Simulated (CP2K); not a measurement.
**A series of single points on W**

System: W (Im-3m, 1 atom in the cell).
Method: Kohn-Sham DFT of a periodic cell, PBE, GTH-PBE with UZH-TZVP basis, no spin polarisation (CP2K 2026.2).

The 6 runs differ only in the geometry, by an even scaling of the cell at fixed fractional positions. The structure derives from an entry of the Crystallography Open Database.

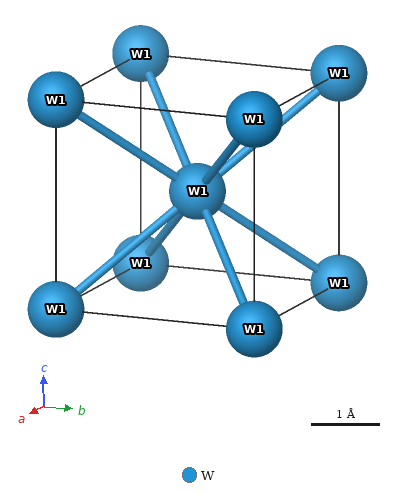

Figure 1. The structure of run 4 (ball-and-stick view of the cell 2 times as large as that of the calculation, set on its symmetry axes, seen slightly off an axis; atoms are numbered from 1 in the order of the input).

### Input of run 4
```
&GLOBAL
  PROJECT w_eos
  RUN_TYPE ENERGY_FORCE
  PRINT_LEVEL LOW
&END GLOBAL
&FORCE_EVAL
  METHOD QS
  STRESS_TENSOR ANALYTICAL
  &DFT
    BASIS_SET_FILE_NAME BASIS_MOLOPT_UZH
    POTENTIAL_FILE_NAME POTENTIAL_UZH
    WFN_RESTART_FILE_NAME previous-RESTART.kp
    &MGRID
      CUTOFF 450
      REL_CUTOFF 60
      NGRIDS 5
    &END MGRID
    &QS
      METHOD GPW
      EPS_DEFAULT 1.0E-10
    &END QS
    &KPOINTS
      SCHEME MONKHORST-PACK 12 12 12
      GAMMA_CENTERED T
      SYMMETRY T
      SYMMETRY_BACKEND SPGLIB
    &END KPOINTS
    &SCF
      SCF_GUESS RESTART
      EPS_SCF 1.0E-6
      MAX_SCF 100
      ADDED_MOS 11
      CHOLESKY OFF
      EPS_EIGVAL 1.0E-7
      &DIAGONALIZATION ON
        ALGORITHM STANDARD
      &END DIAGONALIZATION
      &MIXING ON
        METHOD BROYDEN_MIXING
        ALPHA 0.4
        BETA 1.5
        NBUFFER 8
      &END MIXING
      &SMEAR ON
        METHOD FERMI_DIRAC
        ELECTRONIC_TEMPERATURE [K] 580.226
      &END SMEAR
    &END SCF
    &XC
      &XC_FUNCTIONAL
        &GGA_X_PBE
        &END GGA_X_PBE
        &GGA_C_PBE
        &END GGA_C_PBE
      &END XC_FUNCTIONAL
    &END XC
    &PRINT
      &KPOINTS ON
      &END KPOINTS
      &MULLIKEN ON
      &END MULLIKEN
      &MO ON
        ENERGIES T
        OCCUPATION_NUMBERS T
        &EACH
          QS_SCF 0
        &END EACH
        ADD_LAST NUMERIC
      &END MO
    &END PRINT
  &END DFT
  &SUBSYS
    &CELL
      ABC 2.7588528080 2.7588528080 2.7588528080
      ALPHA_BETA_GAMMA 109.4712206319 109.4712206349 109.4712206350
      PERIODIC XYZ
    &END CELL
    &COORD
      SCALED
      W   0.0000000000 0.0000000000 0.0000000000
    &END COORD
    &KIND W
      BASIS_SET TZVP-MOLOPT-PBE-GTH-q14
      POTENTIAL GTH-PBE-q14
    &END KIND
    &PRINT
      &ATOMIC_COORDINATES ON
      &END ATOMIC_COORDINATES
      &CELL ON
      &END CELL
    &END PRINT
  &END SUBSYS
  &PRINT
    &FORCES ON
    &END FORCES
    &STRESS_TENSOR ON
    &END STRESS_TENSOR
  &END PRINT
&END FORCE_EVAL
```

Command:
```bash
OMP_NUM_THREADS=1 cp2k.psmp -i w_eos.inp -o w_eos.out
```

Lattice vectors (Å) and fractional positions of run 4:
```
   2.758853    0.000000    0.000000
  -0.919618    2.601071    0.000000
  -0.919618   -1.300536    2.252594
W   0.000000  0.000000  0.000000
```

Run 2 has the same physical settings and fractional positions; its lattice vectors (Å) are:
```
   2.703661    0.000000    0.000000
  -0.901220    2.549036    0.000000
  -0.901220   -1.274518    2.207530
```

### Results, with one run withheld

```csv
run,volume per atom (Å³),"free energy per atom, from the lowest run given (meV)",pressure (GPa)
1,14.897,84.51,25.56
2,15.214,?,?
3,15.531,14.64,10.24
4,16.165,0.00,−2.45
5,16.482,10.37,−7.94
6,16.798,31.09,−12.92
```

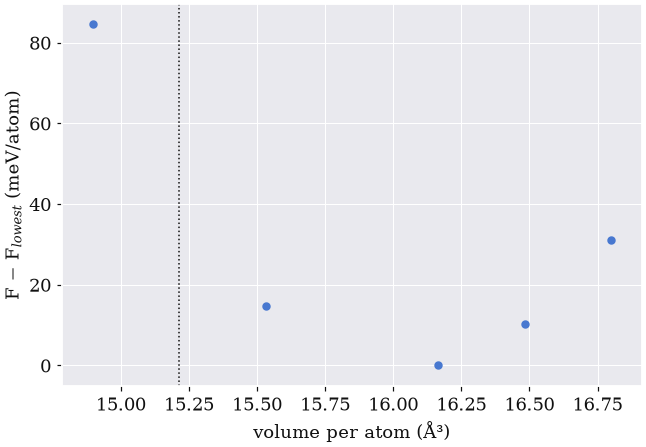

Figure 2. Free energy per atom of the runs given; the dotted line marks run 2.

Fit the runs given and predict run 2.

A cubic polynomial in V^(−2/3) (the Birch–Murnaghan form), fitted to the 5 runs given, misses them by under 0.01 meV per atom. With x = V^(−2/3) − 0.15782 Å⁻², it reads F = −0.60289 + 1511 x + 1.379e+06 x² − 1.2944e+06 x³ (meV per atom). At run 2 it gives 42.01 meV per atom, and the run itself gives 42.00. The slope of the fit gives a pressure −dF/dV of 17.54 GPa there, and the run prints 17.54 GPa. The fit has its minimum at 16.033 Å³ per atom, where V d²F/dV² gives 303 GPa: the bulk modulus at this level, since symmetry fixes the shape and the positions.

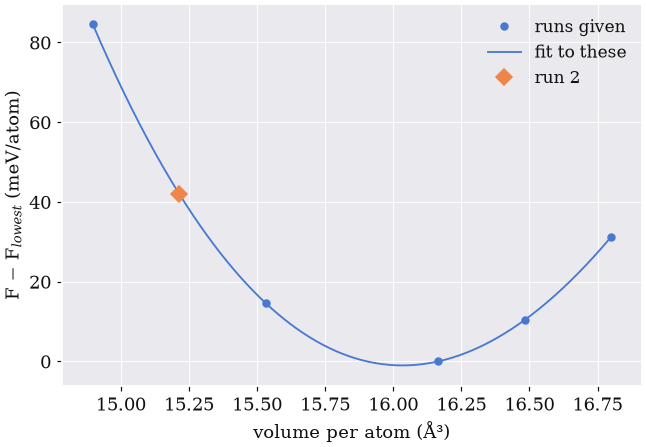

Figure 3. The fit and the withheld run.

### Some lines of the output (run 2)
```
[...]
 CELL| Volume [angstrom^3]:                                            15.213697
 CELL_REF| Volume [angstrom^3]:                                        15.213697
                        Smear method:                                FERMI_DIRAC
  Step     Update method      Time    Convergence         Total energy    Change
  Fermi energy:                                                 0.61912334969510
  Total energy:                                               -68.15091372541578
  Total energy (extrapolated to T->0):                        -68.15081791437062
 MO| E(Fermi):            0.619123 a.u.         16.847203 eV
 MO| Band gap:            0.176805 a.u.          4.811119 eV
 MO| Band gap:            0.142624 a.u.          3.880999 eV
 MO| Band gap:            0.188934 a.u.          5.141150 eV
 MO| Band gap:            0.160291 a.u.          4.361747 eV
 MO| Band gap:            0.191561 a.u.          5.212643 eV
 MO| Band gap:            0.208990 a.u.          5.686895 eV
```

Notes: Spin–orbit coupling is left out, which matters for W.
